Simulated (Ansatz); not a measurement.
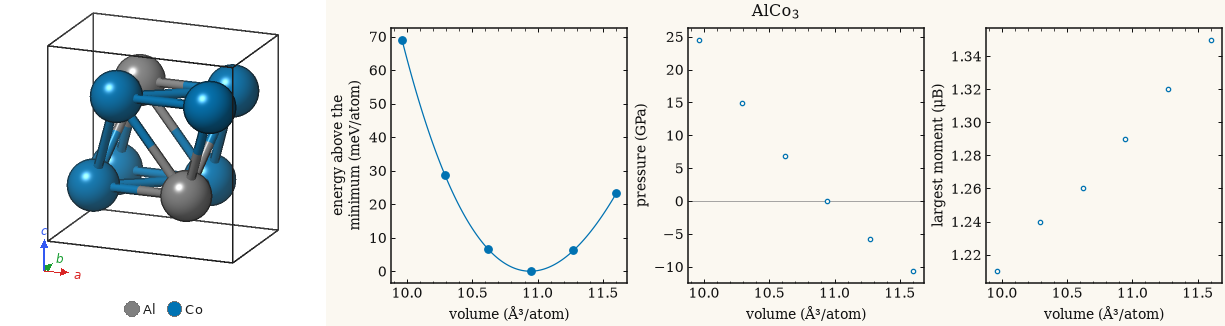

**Figure.** Energy above the minimum, pressure and largest moment against volume for AlCo₃, space group P6_3/mmc (No. 194). The conventional cell is drawn beside the plot.

A third-order Birch–Murnaghan fit gives V0 = 10.94 Å³/atom, B0 = 210 GPa and B′ = 4.7. The energy above the minimum is 69.1 meV/atom at volume 9.961 Å³/atom and 23.2 meV/atom at 11.603 Å³/atom; the lowest computed point is at volume 10.946 Å³/atom (0.0 meV/atom), and no other minimum shows among the points. The pressure falls from 24.56 GPa at volume 9.961 Å³/atom to −10.68 GPa at 11.603 Å³/atom, and changes sign near 10.95 Å³/atom. The largest moment rises from 1.21 μB at volume 9.961 Å³/atom to 1.35 μB at 11.603 Å³/atom. The solid is metallic at every point.

Computed with Ansatz 0.2.0: third-order Birch-Murnaghan fit to density functional energies at scaled volumes of the given relaxed cell, shape and atoms relaxed at each volume; energies count from the fitted minimum; plane waves with PAW datasets, Γ-centred k mesh. Level: PBEsol, collinear spin. The state reached is ferromagnetic.

wave cutoff 420 eV; k mesh 12×12×10; occupations Gaussian; smearing width 0.1 eV.

Cell as given: a = 5.001 Å, b = 5.001 Å, c = 4.043 Å, α = 90.00°, β = 90.00°, γ = 120.00°; 8 atoms.
